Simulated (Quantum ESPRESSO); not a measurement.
## Run report: W, single-point calculation

System: W (1 atom in the cell).
Method: Kohn-Sham DFT of a periodic cell, r2SCAN, SG15 PBE 1.2, no spin polarisation (Quantum ESPRESSO 7.5).

The structure derives from an entry of the Crystallography Open Database. The volume is scaled by 1.04.

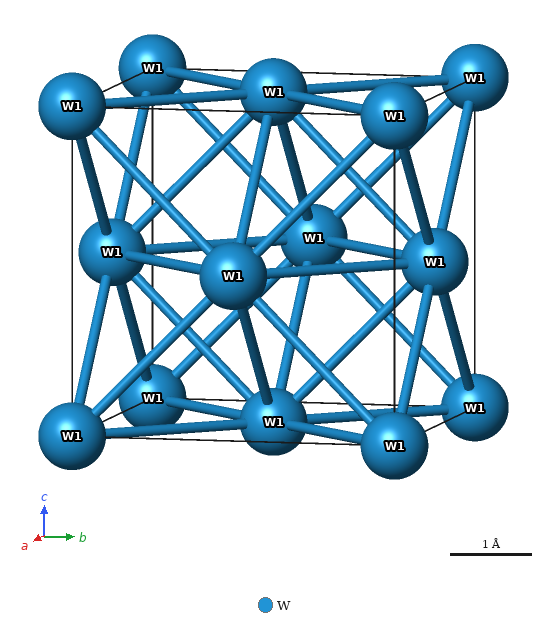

Fig. 1: The structure as given in the input (ball-and-stick view of the cell 4 times as large as that of the calculation, set on its symmetry axes, seen slightly off an axis; atoms are numbered from 1 in the order of the input). An atom can appear more than once, as a periodic image. Near neighbours in the periodic cell (some may lie outside the picture): W has 12 W at 2.91 Å.

### Input file
```
&CONTROL
  calculation = 'scf'
  prefix = 'pwscf'
  outdir = './tmp'
  pseudo_dir = './pseudo'
  tstress = .true.
  disk_io = 'nowf'
/
&SYSTEM
  ibrav = 0
  nat = 1
  ntyp = 1
  ecutwfc = 75
  nbnd = 21
  input_dft = 'r2scan'
  occupations = 'smearing'
  smearing = 'fd'
  degauss = 0.00367493
  nosym = .true.
  nr1 = 32
  nr2 = 32
  nr3 = 32
/
&ELECTRONS
  conv_thr = 1d-08
  electron_maxstep = 120
  mixing_beta = 0.5
/
ATOMIC_SPECIES
W    183.8400 W_ONCV_PBE-1.2.upf
CELL_PARAMETERS angstrom
   0.0000000000    2.0567135898    2.0567135898
   2.0567135898    0.0000000000    2.0567135898
   2.0567135898    2.0567135898    0.0000000000
ATOMIC_POSITIONS crystal
W      0.0000000000    0.0000000000    0.0000000000
K_POINTS automatic
8 8 8 0 0 0
```

Machine: 2 threads of Intel Xeon (Granite Rapids), 192 GiB of memory available, shared host.

Launch command:
```bash
OMP_NUM_THREADS=1 mpirun -n 2 pw.x -nk 2 -in pw.in > pw.out
```

### Output
```
This program is part of the open-source Quantum ESPRESSO suite
     for quantum simulation of materials; please cite
         "P. Giannozzi et al., J. Phys.:Condens. Matter 21 395502 (2009);
         "P. Giannozzi et al., J. Phys.:Condens. Matter 29 465901 (2017);
         "P. Giannozzi et al., J. Chem. Phys. 152 154105 (2020);
          URL
     in publications or presentations arising from this work. More details at

     IMPORTANT: XC functional enforced from input :
     Exchange-correlation= R2SCAN
                           (   0   0   0   0   0 497 498)
     Any further DFT definition will be discarded
     Please, verify this is what you really want

     K-points division:     npool     =       2
     Subspace diagonalization in iterative solution of the eigenvalue problem:
     a serial algorithm will be used

     G-vector sticks info
     --------------------
     sticks:   dense  smooth     PW     G-vecs:    dense   smooth      PW
     Sum         637     637    199                10369    10369    1917

     Using Slab Decomposition

     bravais-lattice index     =            0
     lattice parameter (alat)  =       5.4965  a.u.
     unit-cell volume          =     117.4216 (a.u.)^3
     number of atoms/cell      =            1
     number of atomic types    =            1
     number of electrons       =        28.00
     number of Kohn-Sham states=           21
     kinetic-energy cutoff     =      75.0000  Ry
     charge density cutoff     =     300.0000  Ry
     scf convergence threshold =      1.0E-08
     mixing beta               =       0.5000
     number of iterations used =            8  plain     mixing
     Exchange-correlation= R2SCAN
                           (   0   0   0   0   0 497 498)

     celldm(1)=   5.496518  celldm(2)=   0.000000  celldm(3)=   0.000000
     celldm(4)=   0.000000  celldm(5)=   0.000000  celldm(6)=   0.000000

     crystal axes: (cart. coord. in units of alat)
               a(1) = (   0.000000   0.707107   0.707107 )
               a(2) = (   0.707107   0.000000   0.707107 )
               a(3) = (   0.707107   0.707107   0.000000 )

     reciprocal axes: (cart. coord. in units 2 pi/alat)
               b(1) = ( -0.707107  0.707107  0.707107 )
               b(2) = (  0.707107 -0.707107  0.707107 )
               b(3) = (  0.707107  0.707107 -0.707107 )

     PseudoPot. # 1 for W  read from file:
     W_ONCV_PBE-1.2.upf
     Pseudo is Norm-conserving, Zval = 28.0
     Generated using ONCVPSP code by D. R. Hamann
     Using radial grid of  602 points,  8 beta functions with:
                l(1) =   0
                l(2) =   0
                l(3) =   1
                l(4) =   1
                l(5) =   2
                l(6) =   2
                l(7) =   3
                l(8) =   3

     atomic species   valence    mass     pseudopotential
     W                28.00   183.84000     W ( 1.00)

     No symmetry found

   Cartesian axes

     site n.     atom                  positions (alat units)
         1        W      tau(   1) = (   0.0000000   0.0000000   0.0000000  )

     number of k points=   260  Fermi-Dirac smearing, width (Ry)=  0.0037

     Number of k-points >= 100: set verbosity='high' to print them.

     Dense  grid:    10369 G-vectors     FFT dimensions: (  32,  32,  32)

     WARNING: libxc functional with ID  497 depends
      on external parameters: check the user_guide of
      QE if you need to modify them or to check their
      default values.

     WARNING: libxc functional with ID  498 depends
      on external parameters: check the user_guide of
      QE if you need to modify them or to check their
      default values.

     Initial potential from superposition of free atoms

     starting charge      27.9330, renormalised to      28.0000
     Starting wfcs are random

     Self-consistent Calculation

     iteration #  1     ecut=    75.00 Ry     beta= 0.50
     Davidson diagonalization with overlap
     ethr =  1.00E-02,  avg # of iterations =  8.2

     total energy              =    -542.52354520 Ry
     estimated scf accuracy    <      48.55476641 Ry

     iteration #  2     ecut=    75.00 Ry     beta= 0.50
     Davidson diagonalization with overlap
     ethr =  1.00E-02,  avg # of iterations =  1.0

     total energy              =    -542.74208148 Ry
     estimated scf accuracy    <      14.57337830 Ry

     iteration #  3     ecut=    75.00 Ry     beta= 0.50
     Davidson diagonalization with overlap
     ethr =  1.00E-02,  avg # of iterations =  1.0

     total energy              =    -542.75213604 Ry
     estimated scf accuracy    <       0.07953982 Ry

     iteration #  4     ecut=    75.00 Ry     beta= 0.50
     Davidson diagonalization with overlap
     ethr =  2.84E-04,  avg # of iterations =  1.2

     total energy              =    -542.75282606 Ry
     estimated scf accuracy    <       0.00129752 Ry

     iteration #  5     ecut=    75.00 Ry     beta= 0.50
     Davidson diagonalization with overlap
     ethr =  4.63E-06,  avg # of iterations =  2.9

     total energy              =    -542.75284678 Ry
     estimated scf accuracy    <       0.00020398 Ry

     iteration #  6     ecut=    75.00 Ry     beta= 0.50
     Davidson diagonalization with overlap
     ethr =  7.29E-07,  avg # of iterations =  1.1

     total energy              =    -542.75285368 Ry
     estimated scf accuracy    <       0.00003415 Ry

     iteration #  7     ecut=    75.00 Ry     beta= 0.50
     Davidson diagonalization with overlap
     ethr =  1.22E-07,  avg # of iterations =  1.0

     total energy              =    -542.75285390 Ry
     estimated scf accuracy    <       0.00000033 Ry

     iteration #  8     ecut=    75.00 Ry     beta= 0.50
     Davidson diagonalization with overlap
     ethr =  1.18E-09,  avg # of iterations =  2.0

     total energy              =    -542.75285393 Ry
     estimated scf accuracy    <       0.00000008 Ry

     iteration #  9     ecut=    75.00 Ry     beta= 0.50
     Davidson diagonalization with overlap
     ethr =  2.72E-10,  avg # of iterations =  1.0

     End of self-consistent calculation

     Number of k-points >= 100: set verbosity='high' to print the bands.

     the Fermi energy is    30.9495 ev

!    total energy              =    -542.75285393 Ry
     estimated scf accuracy    <          3.2E-09 Ry
     smearing contrib. (-TS)   =      -0.00090192 Ry
     internal energy E=F+TS    =    -542.75195201 Ry

     The total energy is F=E-TS. E is the sum of the following terms:
     one-electron contribution =    -141.63441484 Ry
     hartree contribution      =     102.69953818 Ry
     xc contribution           =     -41.39382963 Ry
     ewald contribution        =    -462.42324572 Ry

     convergence has been achieved in   9 iterations

     Computing stress (Cartesian axis) and pressure

          total   stress  (Ry/bohr**3)                   (kbar)     P=     -273.96
  -0.00186232   0.00000000   0.00000000         -273.96        0.00        0.00
   0.00000000  -0.00186230  -0.00000000            0.00     -273.95       -0.00
   0.00000000  -0.00000000  -0.00186231            0.00       -0.00     -273.96

=------------------------------------------------------------------------------=
   JOB DONE.
=------------------------------------------------------------------------------=
```

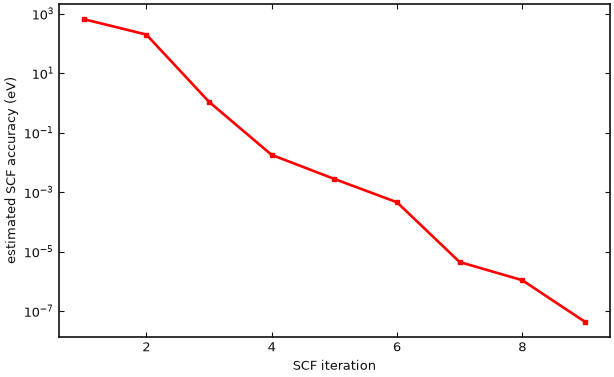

Fig. 2: Convergence of the self-consistent field: estimated SCF accuracy against the iteration. The field takes 9 iterations in all.

### Key numbers

| quantity | value |
| --- | --- |
| outcome | converged |
| space group (tolerance 0.01 Å) | Fm-3m (225) |
| electrons treated | 28 |
| free energy | −7384.5288 eV |
| Fermi energy | 30.949 eV |
| gap on the k-point mesh | none (metallic) |
| pressure | −27.40 GPa |
| wall time | 76 s (CPU time 2.5 min) |
| peak memory | 0.22 GiB |

Further notes kept with the run: potentials made for another functional. Points of doubt noted for this run: coarse mesh; potentials made for another functional. Spin–orbit coupling is left out, which matters for W. The cell is under a tension of 27 GPa at this level, so it is not at its equilibrium volume.
